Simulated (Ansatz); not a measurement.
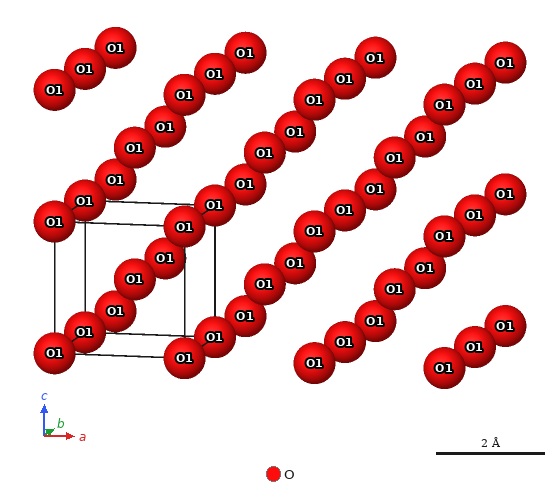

Reference structure: a symmetric starting cell of O (made from another compound by putting O in place of Se). Style: ball-and-stick. Shown: the conventional cell (2 times the calculation's cell), repeated 3 × 2 × 2 with one cell outlined, slightly off an axis. Lengths and directions refer to the drawn axes.

Theory: DFT PBEsol, scalar-relativistic, plane waves, PAW (Ansatz). (plane-wave cutoff 420 eV; k-point mesh 24 × 24 × 24; occupations gaussian; smearing width 0.1 eV; no spin polarisation)

Now this is done to it. All lengths are scaled by −3.2 % (volume −9.3 %), the atoms keeping their fractional coordinates. No relaxation follows. The starting cell wasn't computed here and needn't be at equilibrium, so pressure and forces aren't due to the change alone.

Q: Predict the response.

A: The pressure is 9.5 GPa (not all of it need come from the change, since the unchanged cell can be under pressure at this level too). All forces vanish by symmetry. The space group stays Im-3m (No. 229).

Drawn alike, the variant:

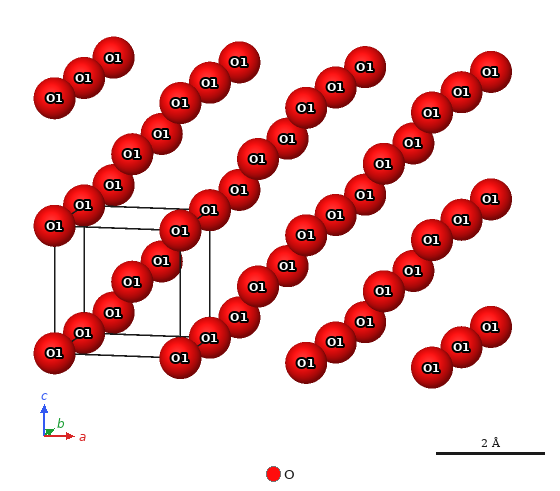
